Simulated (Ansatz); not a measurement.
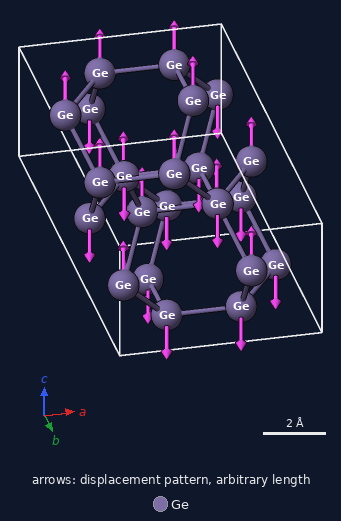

The lowest optical mode of crystalline Ge (a generated structure), space group Cmmm (No. 65), at the zone centre. The pink arrows are the displacements of the atoms (eigenvector over the root of the mass), of arbitrary overall length and sign. A ball-and-stick model of the conventional cell (2 times the calculation's cell), seen from a free direction. Lengths and directions refer to the drawn axes.

Method: DFT PBE, scalar-relativistic, plane waves, PAW (Ansatz 0.2.0).

The input:
```yaml
crystal:
  lattice:
    - [3.4108577692, -7.0661243717, 0.0]
    - [3.4108577692, 7.0661243717, 0.0]
    - [0.0, 0.0, 4.0693951797]
  atoms:
    - { symbol: Ge, position: [0.1484772505, 0.4838570544, 0.0] }
    - { symbol: Ge, position: [0.8515227495, 0.5161429456, 0.0] }
    - { symbol: Ge, position: [0.5161429456, 0.8515227495, 0.0] }
    - { symbol: Ge, position: [0.4838570544, 0.1484772505, 0.0] }
    - { symbol: Ge, position: [0.9044411284, 0.7266115421, 0.5] }
    - { symbol: Ge, position: [0.0955588716, 0.2733884579, 0.5] }
    - { symbol: Ge, position: [0.2733884579, 0.0955588716, 0.5] }
    - { symbol: Ge, position: [0.7266115421, 0.9044411284, 0.5] }
basis:
  ecutwfc: 420
kpoints:
  mp_grid: { grid: [6, 6, 10] }
hamiltonian:
  xc: pbe
scf:
  occupations: { method: gaussian, width: 0.1 }
output:
  eigenvalues: true
phonons:
  method: dfpt
  eigenvectors: true
  qmesh: [1, 1, 2]
  temperatures: { t_max: 1000, t_step: 100 }
  qpath:
    path:
      - [[0.0, 0.0, 0.0], [-0.5, 0.5, 0.0], [-0.30825117, 0.69174883, 0.0]]
      - [[0.30825117, 0.30825117, 0.0], [0.0, 0.0, 0.0], [0.0, 0.0, 0.5], [0.30825117, 0.30825117, 0.5]]
      - [[-0.30825117, 0.69174883, 0.5], [-0.5, 0.5, 0.5], [-0.5, 0.5, 0.0]]
      - [[0.0, 0.0, 0.0], [0.0, 0.5, 0.0], [0.0, 0.5, 0.5], [0.0, 0.0, 0.5], [-0.5, 0.5, 0.5]]
    npoints: 8
```

Run as
```bash
ansatz run input.yaml --threads 4 --pin off --max-ram 8192MiB --backend cpu --events-out ev --progress --plain --runs-dir out
```

Frequencies are those without the non-analytic (LO–TO) term.

Question: Is this crystal at a minimum with respect to the drawn distortion?

Answer: Yes: this softest mode has a real frequency, and so have all others here. That speaks for this wave vector alone: the rest of the zone wasn't checked in this run. This is the B₃g mode at 1.61 THz, the lowest optical level, Raman-active by symmetry. All motion is along c; atoms of one kind move against one another, with no net shift of any sublattice.
